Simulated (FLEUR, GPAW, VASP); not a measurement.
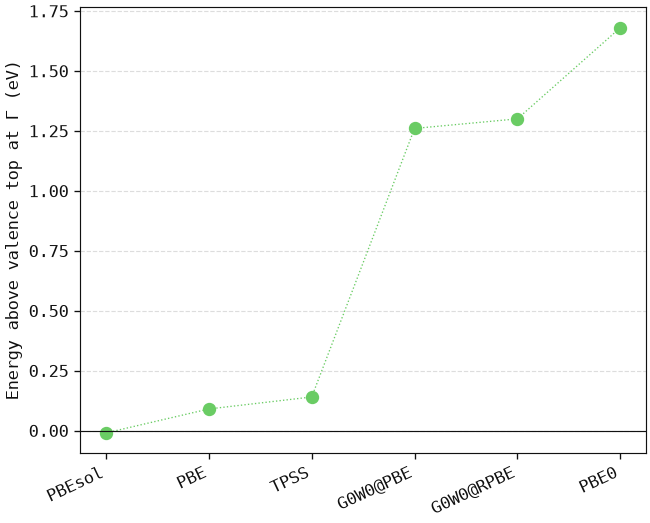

Lowest conduction level at Γ, counted from the valence-band top at Γ, by several methods on one cell of diamond-type Ge, space group Fd-3m, 2 atoms in the primitive cell; cubic a = 5.658 Å. All runs are without spin-orbit coupling and carry no moments. The cell is at 4 GPa in PBE. A negative value at Γ means that the s-like level, then filled, lies under the p-like triplet: the bands are inverted and there is no gap. In some of the methods the smallest gap lies off these points.

Question: Which methods leave a gap at Γ?

Answer: PBE (0.09 eV), TPSS (0.14 eV), G0W0@PBE (1.26 eV), G0W0@RPBE (1.30 eV) and PBE0 (1.68 eV); under PBEsol the bands are inverted and the gap is closed.

Question: How do the methods rank at Γ?

Answer: From low to high: PBEsol −0.01, PBE 0.09, TPSS 0.14, G0W0@PBE 1.26, G0W0@RPBE 1.30, PBE0 1.68 eV. Too close to rank are PBEsol against PBE (different programs, potentials and cutoffs), PBE against TPSS (different programs, potentials and cutoffs) and G0W0@PBE against G0W0@RPBE (different potentials).

| method | program | Γ (eV) |
| --- | --- | --- |
| PBEsol | VASP | −0.01 |
| PBE | GPAW | 0.09 |
| TPSS | VASP | 0.14 |
| G0W0@PBE | GPAW | 1.26 |
| G0W0@RPBE | GPAW | 1.30 |
| PBE0 | FLEUR | 1.68 |

Settings. PBEsol: VASP PAW PBE potentials, release 64 (Ge_d), 8×8×8 k mesh, 520 eV cutoff, Fermi-Dirac smearing of 0.05 eV (VASP). PBE: GPAW PAW data sets (gpaw-data 1.2.1), 8×8×8 k mesh, 600 eV cutoff, Gaussian smearing of 0.011 eV (GPAW). TPSS: VASP PAW PBE potentials, release 64 (Ge_d), 8×8×8 k mesh, 520 eV cutoff, Fermi-Dirac smearing of 0.05 eV (VASP 6.6.1). G0W0@PBE: PBE, GPAW PAW data sets (gpaw-data 1.2.1), 4×4×4 k mesh, 450 eV cutoff, Fermi-Dirac smearing of 0.001 eV (GPAW 26.7.0), G0W0 with response cutoff 100 eV, frequency model plasmon pole and response bands 102, extrapolated in the response cutoff. G0W0@RPBE: RPBE, the program's PAW data sets (release 1.2.1) made for this functional, 4×4×4 k mesh, 450 eV cutoff, Fermi-Dirac smearing of 0.001 eV (GPAW 26.7.0), G0W0 with response cutoff 100 eV, frequency model plasmon pole and response bands 102, extrapolated in the response cutoff. PBE0: all-electron, 4×4×4 k mesh, Fermi-Dirac smearing of 0.05 eV (FLEUR).

These are six of the 40 methods that were run on this cell. The runs come from different programs and meshes, which adds differences of its own. Spin-orbit coupling is left out, which matters for Ge. PBEsol, PBE, TPSS, G0W0@PBE and G0W0@RPBE: measured Ge has an indirect gap, with the conduction bottom at L. PBEsol and TPSS: the PAW data sets were made with another functional. LDA, GGA and most meta-GGA functionals understate gaps. G0W0@PBE and G0W0@RPBE: the k mesh is coarse, so the values aren't converged. G0W0@PBE and G0W0@RPBE: the quasiparticle gap is taken among the few k points that were corrected. G0W0@PBE and G0W0@RPBE: the long-wavelength limit can be off by a per cent or two. PBE0: the k mesh is coarse, so the values aren't converged, least of all with exact exchange. PBE0: core states are solved in the semilocal potential. Over all k points computed the smallest gap is 1.59 eV in PBE0, from the valence top at Γ to the conduction bottom at L. Measured Ge has a positive gap at its own volume; PBEsol close it.
